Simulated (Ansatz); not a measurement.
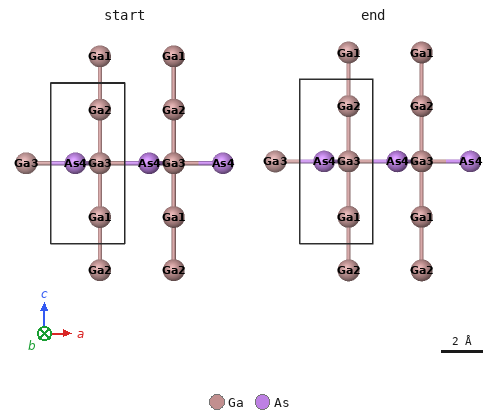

The structure of a crystal of Ga₃As (a generated structure, set up in P-6m2) before (left) and after (right) a relaxation, at one scale.

Style: ball-and-stick. Shown: the cell of the calculation, repeated 2 × 1 × 1 with one cell outlined, along the b axis.

These are results of DFT PBE, scalar-relativistic, plane waves, PAW (Ansatz 0.2.0), not measurements.

The input:
```yaml
crystal:
  lattice:
    - [4.1747549086, 0.0, 0.0]
    - [-2.0873774543, 3.6154438054, 0.0]
    - [0.0, 0.0, 7.8714107513]
  atoms:
    - { symbol: Ga, position: [0.6666666667, 0.3333333333, 0.165448138] }
    - { symbol: Ga, position: [0.6666666667, 0.3333333333, 0.834551862] }
    - { symbol: Ga, position: [0.6666666667, 0.3333333333, 0.5] }
    - { symbol: As, position: [0.3333333333, 0.6666666667, 0.5] }
basis:
  ecutwfc: 420
kpoints:
  mp_grid: { grid: [12, 12, 6] }
hamiltonian:
  xc: pbe
scf:
  occupations: { method: gaussian, width: 0.1 }
output:
  forces: true
  stress: true
  eigenvalues: true
  write_density: true
  write_potential: true
  elf: true
  volumetric_format: npy
relax:
  adjacent_minimum: "off"
  f_tol: 0.01
  max_steps: 80
  cell: { stress_tol: 0.05 }
```

Command:
```bash
ansatz run input.yaml --threads 1 --pin off --max-ram 2560MiB --backend cpu --events-out ev --progress --plain --runs-dir out
```

### What changed between the two?

The largest moves relative to the cell, 0.021 Å, are those of Ga1 and Ga2. Ga2 goes along +c. As stays in place. Cell: a = b 4.175 → 4.138 Å (−0.9 %), c 7.871 → 8.052 Å (+2.3 %). Volume +0.5 %. Among the contacts that change: Ga1–Ga3 2.633 → 2.715 Å, Ga3–As4 2.410 → 2.389 Å, Ga1–Ga2 2.605 → 2.621 Å. The space group stays P-6m2 (No. 187). After 4 accepted moves (5 points after the start) the energy has fallen by 3.4 meV per atom. Largest force component: 0.092 eV/Å at the start, 0.00021 eV/Å at the end. Pressure: 0.25 GPa at the start and 0.00 GPa at the end. The SCF was repeated once at an unchanged geometry on a basis and grid sized afresh for the cell, which shifted the energy by less than 0.05 meV per atom at most. The run took 3.4 min on 1 thread of Intel(R) Xeon(R) Platinum 8259CL CPU @ 2.50GHz (Skylake/Cascade Lake) (shared host), peak memory 0.58 GiB.
